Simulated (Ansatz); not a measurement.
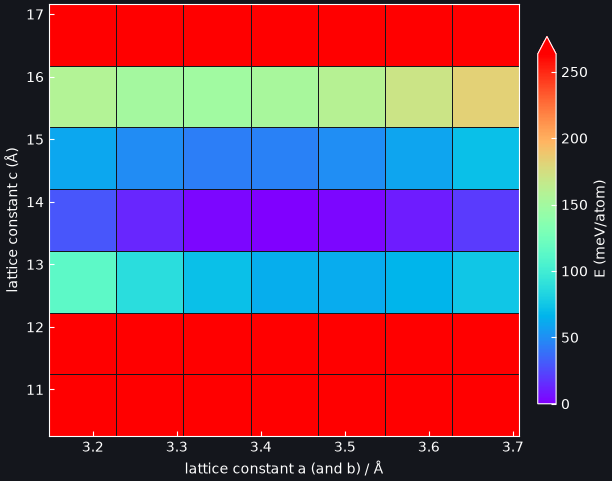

Energy landscape of NaHF2 (R-3m, No. 166; 4 atoms in the cell). 
- The energy is mapped over the lattice constants a and c of the conventional cell.
- The first coordinate is: lattice constant a (and b); the second: lattice constant c.
- Nothing is relaxed (fractional coordinates fixed).
- The scan uses a 7 × 7 grid.
- Points are written as (first, second).
- Energies are in meV/atom, from the lowest grid point.
- The D3 coefficients switch with the coordination numbers inside this range, which puts artificial structure into the map.
- Computed with DFT PBEsol+D3(BJ), scalar-relativistic, plane waves, PAW (Ansatz 0.2.0). Settings: cutoff 520 eV, k-mesh 9×9×9, gaussian smearing 0.05 eV, no spin polarisation.

In the figure: one coloured cell a grid point, one colour for all values above the top of the scale. 

Q: Where are the lowest and the highest points?

A: The lowest grid point is at (3.428 Å, 13.71 Å). The highest grid point, (3.188 Å, 10.75 Å), lies 971 meV/atom above the lowest. The gap on the k-mesh is 7.0 eV at the lowest point and runs from 5.5 to 7.8 eV over the map.

Grid values (meV/atom):

```
lattice constant c ↓, lattice constant a (and b) →  3.188  3.268  3.348  3.428  3.508  3.588  3.668
                                             16.67    294    289    290    294    303    314    327
                                             15.68    158    151    149    152    160    170    183
                                             14.69     60     49     44     45     50     59     71
                                             13.71     30     12      3      0      3     10     20
                                             12.72    113     88     72     64     62     66     74
                                             11.73    386    350    325    310    303    302    306
                                             10.75    971    921    885    861    846    838    838
```

Each point was launched as `ansatz run input.yaml --threads 1 --pin off --max-ram 2048MiB --backend cpu --events-out ev --progress --plain --runs-dir out`. The whole map (49 points run) took 6.5 min on 1 thread of Arm Neoverse N1, with other jobs on the host.
